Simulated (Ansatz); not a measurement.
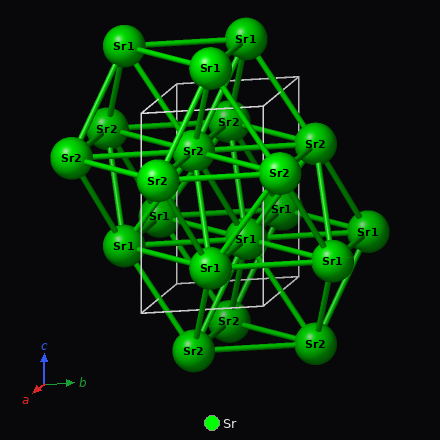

The system is Sr (P6_3/mmc, No. 194; 2 atoms in the cell); the picture shows the reference structure. 
- The energy is mapped over two homogeneous strains (x along [1 0 0], y along [1 2 0], z along [0 0 1] of the conventional cell).
- The first coordinate is: strain +e along x and -e along y; the second: strain +e along z and -e/2 along x and y.
- Nothing is relaxed (fractional coordinates fixed).
- The scan uses a 5 × 5 grid.
- Points are written as (first, second).
- Energies are in meV/atom, from the lowest grid point.
- Method: DFT PBE, scalar-relativistic, plane waves, PAW (Ansatz 0.2.0). Settings: cutoff 420 eV, k-mesh 12×12×6 in the order of the run's cell vectors, gaussian smearing 0.15 eV, no spin polarisation.

Its coordinates:

```yaml
crystal:
  lattice:
    - [4.26776, 0.00000, 0.00000]
    - [-2.13388, 3.69599, 0.00000]
    - [0.00000, 0.00000, 7.01332]
  atoms:
    - { symbol: Sr, position: [0.33333, 0.66667, 0.25000] }
    - { symbol: Sr, position: [0.66667, 0.33333, 0.75000] }
```

The input of one point:

```yaml
crystal:
  lattice:
    - [4.2677565828, 0.0, 0.0]
    - [-2.1338782914, 3.6959856179, 0.0]
    - [0.0, 0.0, 7.0133159835]
  atoms:
    - { symbol: Sr, position: [0.3333333333, 0.6666666667, 0.25] }
    - { symbol: Sr, position: [0.6666666667, 0.3333333333, 0.75] }
basis:
  ecutwfc: 420
kpoints:
  mp_grid: { grid: [12, 12, 6] }
hamiltonian:
  xc: pbe
scf:
  occupations: { method: gaussian, width: 0.15 }
output:
  forces: true
  stress: true
  eigenvalues: true
  write_density: true
  write_potential: true
  elf: true
  volumetric_format: npy
```

Range: strain +e along x and -e along y from −11.0 to 11.0 %; strain +e along z and -e/2 along x and y from −7.0 to 7.0 %.

Question: Predict the map.

Answer: The lowest grid point is at (0.0 %, 0.0 %). No other kind of well shows on this grid. The highest grid point, (−11.0 %, 7.0 %), lies 159 meV/atom above the lowest. Round the minimum the two coordinates are nearly uncoupled.

| second ↓, first → | −11.0 | −5.5 | 0.0 | 5.5 | 11.0 |
| --- | --- | --- | --- | --- | --- |
| 7.0 | 159 | 59 | 29 | 51 | 103 |
| 3.5 | 118 | 32 | 7 | 26 | 71 |
| 0.0 | 95 | 21 | 0 | 17 | 56 |
| −3.5 | 87 | 24 | 6 | 21 | 55 |
| −7.0 | 95 | 41 | 25 | 38 | 69 |

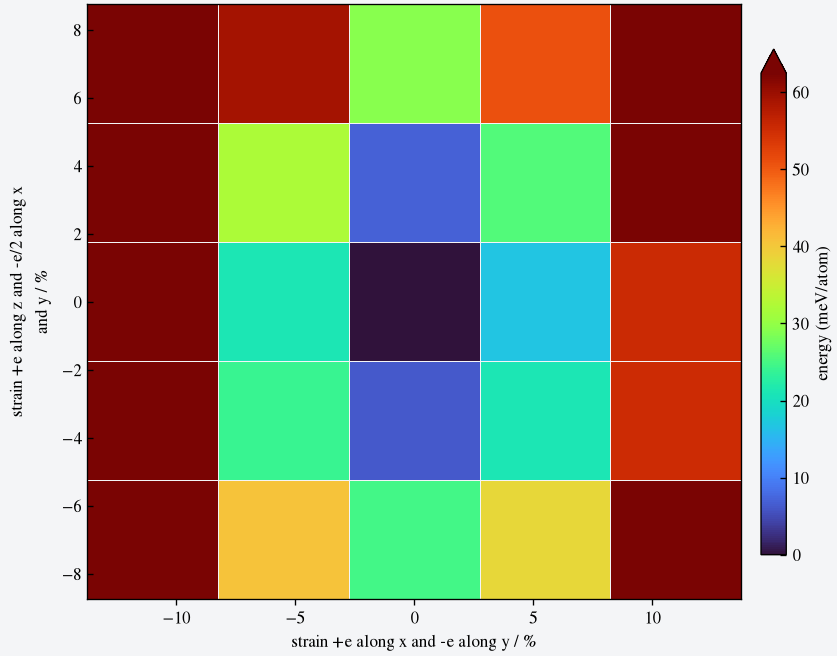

The picture shows one coloured cell a grid point, one colour for all values above the top of the scale.

Time for the 25 points that were run: 5 min on 1 thread of Arm Neoverse V1, on a shared host.
